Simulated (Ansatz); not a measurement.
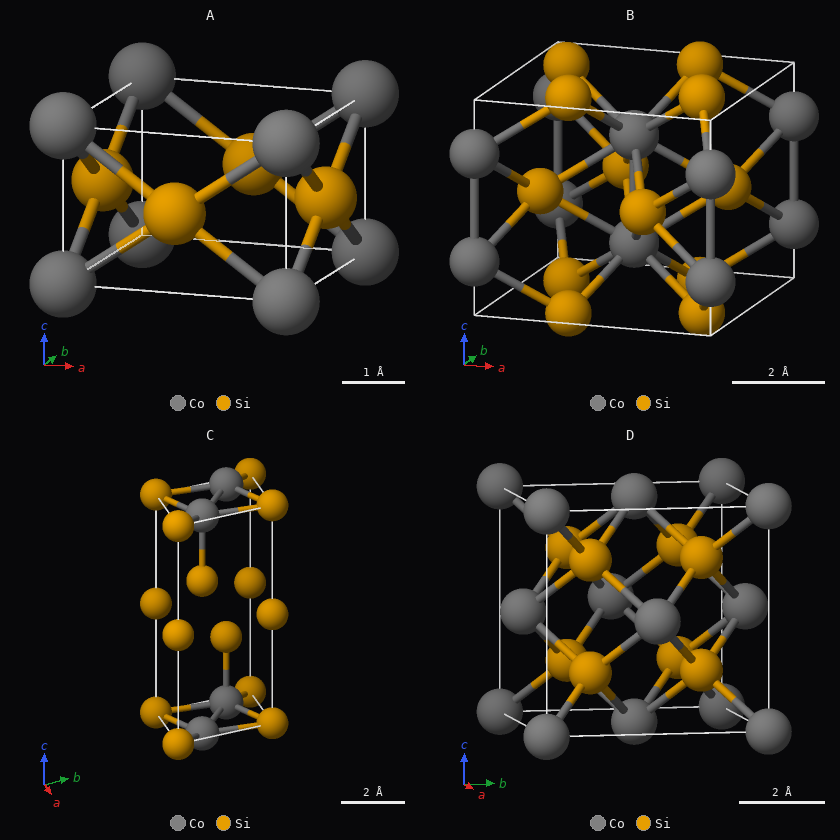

Four structures of CoSi$_{2}$, each relaxed to rest (conventional cells in solid outline, small ones repeated, each panel with its own scale). Method: Ansatz, DFT PBE, scalar-relativistic, plane waves, PAW, without spin polarisation (spin-restricted runs, not always the ground states).

Question: Name the structure in each panel.

Answer: A: 3 atoms a cell on a primitive tetragonal lattice, P4/mmm; B: 12 atoms a cell on a body-centred tetragonal lattice, I4/mcm; C: 6 atoms a cell on a primitive hexagonal lattice, P-3m1; D: fluorite (CaF₂ type), Fm-3m.

Question: Rank them by energy, lowest first.

Answer: D, then B (+114 meV/atom), A (+347 meV/atom) and C (+659 meV/atom), energies at zero smearing.

Question: Collect the results in a table.

Answer:
| panel | structure | E − E(lowest) (meV/atom) | volume (Å³/atom) | gap (eV) |
| --- | --- | --- | --- | --- |
| D | Fm-3m | 0 | 12.8 | metal |
| B | I4/mcm | 114 | 12.2 | metal |
| A | P4/mmm | 347 | 13.0 | metal |
| C | P-3m1 | 659 | 16.1 | metal |

Some of these may be structure types tried for this composition rather than known phases, and the most stable form need not be among them. Gaps are taken on the k-mesh or band path of each run.
